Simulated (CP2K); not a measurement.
**Energy of HgSe along an even scaling of the cell**

System: HgSe (F-43m, 2 atoms in the cell).
Method: Kohn-Sham DFT of a periodic cell, LDA, GTH-PADE with UZH-TZVP basis, no spin polarisation (CP2K 2026.2).

The 6 runs differ only in the geometry, by an even scaling of the cell at fixed fractional positions. The structure derives from an entry of the Crystallography Open Database.

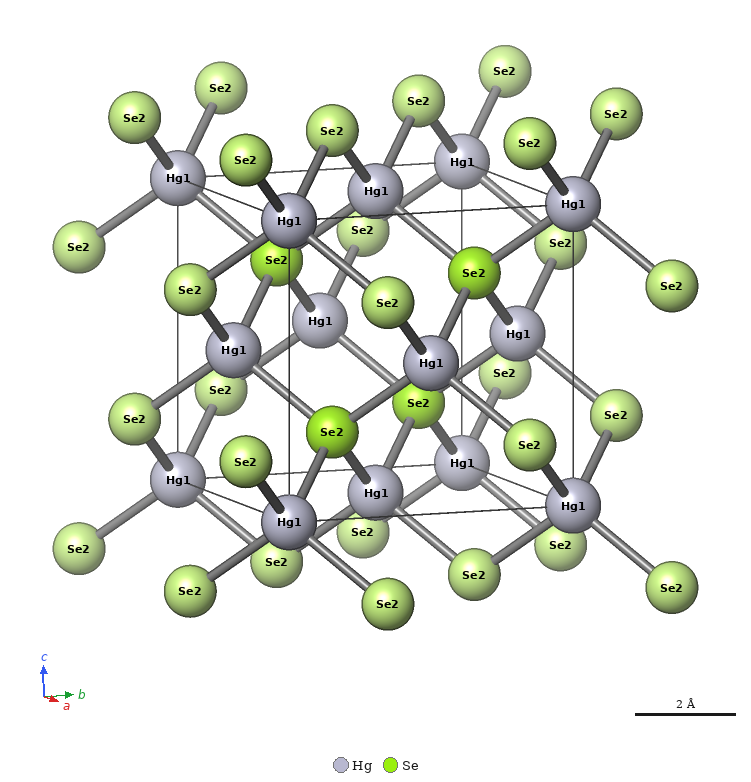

Figure 1. The structure of run 4 (ball-and-stick view of the cell 4 times as large as that of the calculation, set on its symmetry axes, seen slightly off an axis; neighbours outside the cell are drawn fainter; atoms are numbered from 1 in the order of the input).

### Input of run 4
```
&GLOBAL
  PROJECT hgse_eos
  RUN_TYPE ENERGY_FORCE
  PRINT_LEVEL LOW
&END GLOBAL
&FORCE_EVAL
  METHOD QS
  STRESS_TENSOR ANALYTICAL
  &DFT
    BASIS_SET_FILE_NAME BASIS_MOLOPT_UZH
    POTENTIAL_FILE_NAME GTH_POTENTIALS
    WFN_RESTART_FILE_NAME previous-RESTART.kp
    &MGRID
      CUTOFF 450
      REL_CUTOFF 60
      NGRIDS 4
    &END MGRID
    &QS
      METHOD GPW
      EPS_DEFAULT 1.0E-9
    &END QS
    &KPOINTS
      SCHEME MONKHORST-PACK 8 8 8
      GAMMA_CENTERED T
      SYMMETRY T
      SYMMETRY_BACKEND SPGLIB
    &END KPOINTS
    &SCF
      SCF_GUESS RESTART
      EPS_SCF 1.0E-6
      MAX_SCF 100
      ADDED_MOS 10
      CHOLESKY OFF
      EPS_EIGVAL 1.0E-7
      &DIAGONALIZATION ON
        ALGORITHM STANDARD
      &END DIAGONALIZATION
      &MIXING ON
        METHOD BROYDEN_MIXING
        ALPHA 0.4
        BETA 1.5
        NBUFFER 8
      &END MIXING
      &SMEAR ON
        METHOD FERMI_DIRAC
        ELECTRONIC_TEMPERATURE [K] 1160.452
      &END SMEAR
    &END SCF
    &XC
      &XC_FUNCTIONAL
        &LDA_X
        &END LDA_X
        &LDA_C_PW
        &END LDA_C_PW
      &END XC_FUNCTIONAL
    &END XC
    &PRINT
      &KPOINTS ON
      &END KPOINTS
      &MULLIKEN ON
      &END MULLIKEN
      &MO ON
        ENERGIES T
        OCCUPATION_NUMBERS T
        &EACH
          QS_SCF 0
        &END EACH
        ADD_LAST NUMERIC
      &END MO
    &END PRINT
  &END DFT
  &SUBSYS
    &CELL
      A 4.3262580642 0.0000000000 0.0000000000
      B 2.1631290321 3.7466493870 0.0000000000
      C 2.1631290321 1.2488831290 3.5323749176
      PERIODIC XYZ
    &END CELL
    &COORD
      Hg  0.0000000000 0.0000000000 0.0000000000
      Se  6.4893870963 3.7466493870 2.6492811882
    &END COORD
    &KIND Hg
      BASIS_SET TZVP-MOLOPT-PBE-GTH-q12
      POTENTIAL GTH-PADE-q12
    &END KIND
    &KIND Se
      BASIS_SET TZVP-MOLOPT-PBE-GTH-q6
      POTENTIAL GTH-PADE-q6
    &END KIND
    &PRINT
      &ATOMIC_COORDINATES ON
      &END ATOMIC_COORDINATES
      &CELL ON
      &END CELL
    &END PRINT
  &END SUBSYS
  &PRINT
    &FORCES ON
    &END FORCES
    &STRESS_TENSOR ON
    &END STRESS_TENSOR
  &END PRINT
&END FORCE_EVAL
```

Command:
```bash
OMP_NUM_THREADS=2 cp2k.psmp -i hgse_eos.inp -o hgse_eos.out
```

Run 5 differs from it as follows:
```diff
-      A 4.3262580642 0.0000000000 0.0000000000
-      B 2.1631290321 3.7466493870 0.0000000000
-      C 2.1631290321 1.2488831290 3.5323749176
+      A 4.3543514363 0.0000000000 0.0000000000
+      B 2.1771757181 3.7709789608 0.0000000000
+      C 2.1771757181 1.2569929869 3.5553130598
-      Se  6.4893870963 3.7466493870 2.6492811882
+      Se  6.5315271544 3.7709789608 2.6664847949
```

### Results, with one run withheld

```csv
run,volume per atom (Å³),"free energy per atom, from the lowest run given (meV)",pressure (GPa)
1,26.383,20.84,4.35
2,26.944,8.41,2.78
3,27.505,1.17,1.38
4,28.628,0.00,−0.96
5,29.189,?,?
6,29.751,13.42,−2.80
```

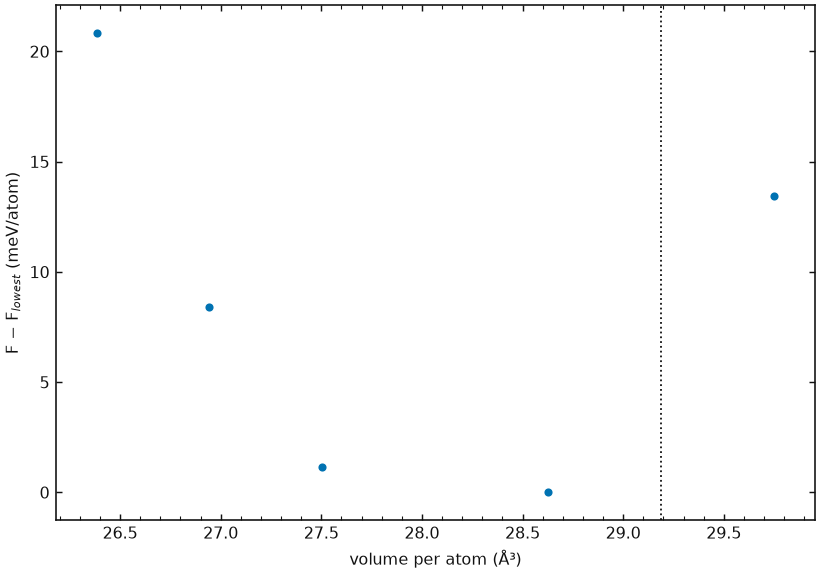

Figure 2. Free energy per atom of the runs given; the dotted line marks run 5.

Fit the runs given and predict run 5.

A cubic polynomial in V^(−2/3) (the Birch–Murnaghan form), fitted to the 5 runs given, misses them by under 0.01 meV per atom. With x = V^(−2/3) − 0.10897 Å⁻², it reads F = −0.75236 + 1706.5 x + 9.8579e+05 x² + 4.4049e+06 x³ (meV per atom). At run 5 it gives 5.09 meV per atom, and the run itself gives 5.10. The slope of the fit gives a pressure −dF/dV of −1.93 GPa there, and the run prints −1.93 GPa. The fit has its minimum at 28.136 Å³ per atom, where V d²F/dV² gives 57.6 GPa: the bulk modulus at this level, since symmetry fixes the shape and the positions.

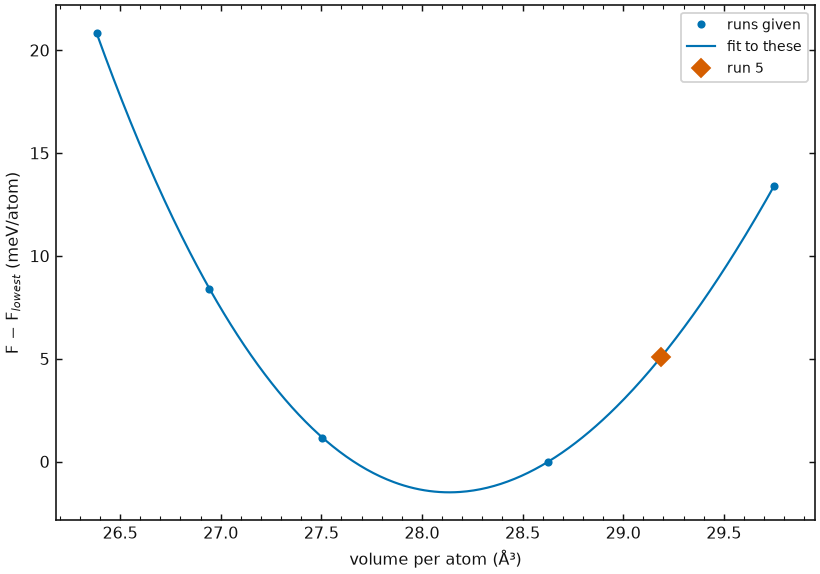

Figure 3. The fit and the withheld run.

### Some lines of the output (run 5)
```
[...]
 CELL| Volume [angstrom^3]:                                            58.378837
 CELL_REF| Volume [angstrom^3]:                                        58.378837
                        Smear method:                                FERMI_DIRAC
  Step     Update method      Time    Convergence         Total energy    Change
  Fermi energy:                                                 0.13095739188485
  Total energy:                                               -50.68307165941008
  Total energy (extrapolated to T->0):                        -50.68302246218996
 MO| E(Fermi):            0.130957 a.u.          3.563532 eV
```

Notes: Spin–orbit coupling is left out, which matters for Hg.
